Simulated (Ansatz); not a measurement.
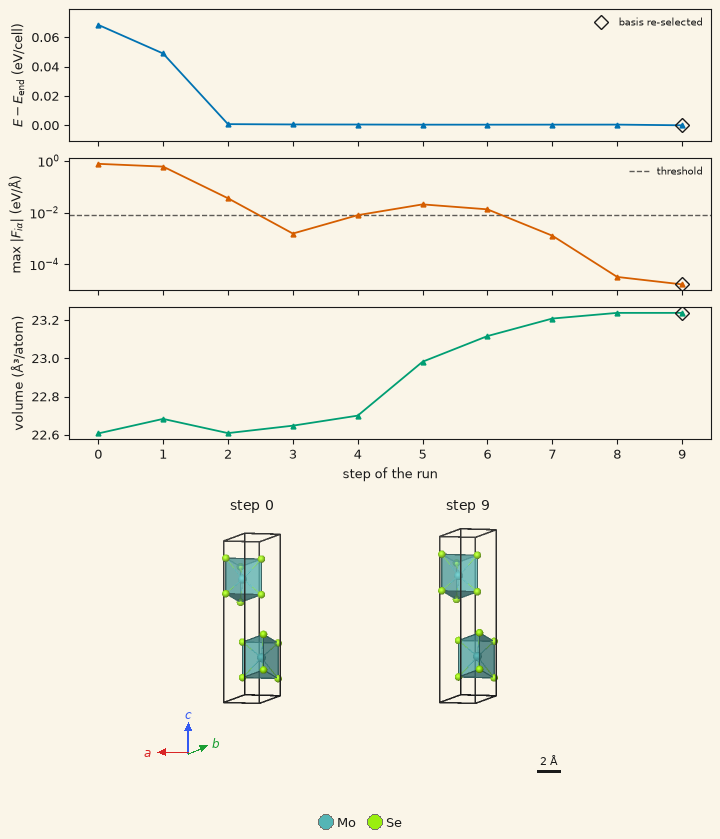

First and last geometry of a relaxation of solid MoSe2 (set up in P6_3/mmc), with the history of the run. A polyhedral model of the cell of the calculation, seen from a free direction.

Case: biaxial strain in the a-b plane of -3.0 %; c and atoms relaxed.

Theory: DFT PBE, scalar-relativistic, plane waves, PAW (Ansatz). (plane-wave cutoff 420 eV; k-point mesh 12 × 12 × 2; occupations gaussian; smearing width 0.02 eV; no spin polarisation; cell relaxed at fixed a, b, gamma; force threshold 0.008 eV/Å; at most 40 steps)

What do the curves and the structures tell?

It converged. The energy falls by 68.5 meV per cell of the calculation in 8 accepted moves (9 points after the start). Largest force component: 0.77 eV/Å at the start, under 0.0001 eV/Å at the end. The pressure goes from 7.55 to 3.89 GPa. At 1 point the geometry stayed and the basis and grid were re-selected for the new cell (energy shift of 0.5 meV per cell of the calculation at most each time). The atoms keep their places relative to the cell (all moves are under 0.005 Å). Cell: a = b unchanged at 3.221 Å, c 15.094 → 15.515 Å (+2.8 %). Volume +2.8 %. Among the contacts that change: Mo–Se 2.493 → 2.523 Å. The space group stays P6_3/mmc (No. 194).
